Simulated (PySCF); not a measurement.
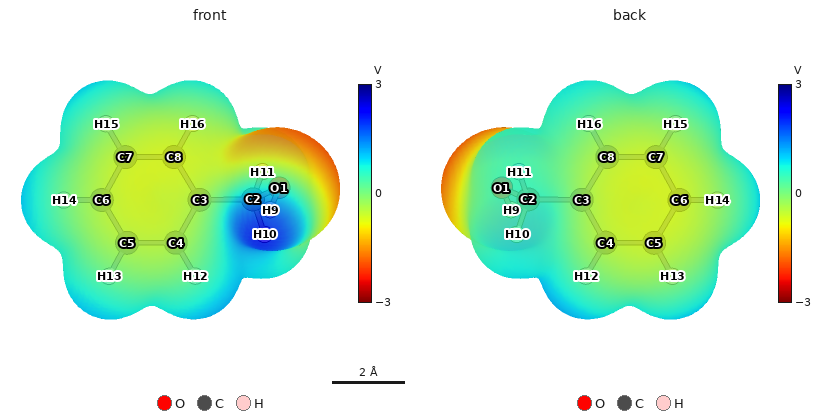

Figure. C$_{7}$H$_{8}$O (SMILES OCc1ccccc1). The electrostatic potential painted on the density surface at 0.002 e/bohr³, seen from the front and from behind; red is negative and blue positive.

Geometry: GFN2-xTB.

Level of theory: PBE0/pcSseg-1, SCF density, in a chloroform solvent model, non-relativistic in PySCF.

The calculation's input:

```
{"job": {"xc": "PBE0", "basis": "pcSseg-1", "solvent": "chloroform", "kind": "nmr", "pop": true}, "charge": 0, "multiplicity": 1}
O     -2.522793    -0.421856     1.200732
C     -2.064323     0.081580    -0.039240
C     -0.559937     0.051472    -0.139833
C      0.188994     1.188341     0.135477
C      1.571789     1.146021     0.091888
C      2.219379    -0.036557    -0.220938
C      1.479887    -1.176287    -0.489546
C      0.097991    -1.132674    -0.447834
H     -2.093538     0.071063     1.908868
H     -2.431267     1.107641    -0.191188
H     -2.513941    -0.566573    -0.795293
H     -0.313434     2.114766     0.378929
H      2.143920     2.037511     0.303474
H      3.298356    -0.069876    -0.255380
H      1.982009    -2.101117    -0.732823
H     -0.481210    -2.021104    -0.651971
```

Launched as:

```sh
OMP_NUM_THREADS=1 python ens_run.py task.json out
```

### Describe the electrostatic potential map.

The most negative region (about −1.9 V) lies over O1, the most positive (about +2.2 V) over H9. O1 is the likeliest acceptor of a hydrogen bond.

### How polar is the molecule by this calculation?

Its dipole moment is 1.90 D.
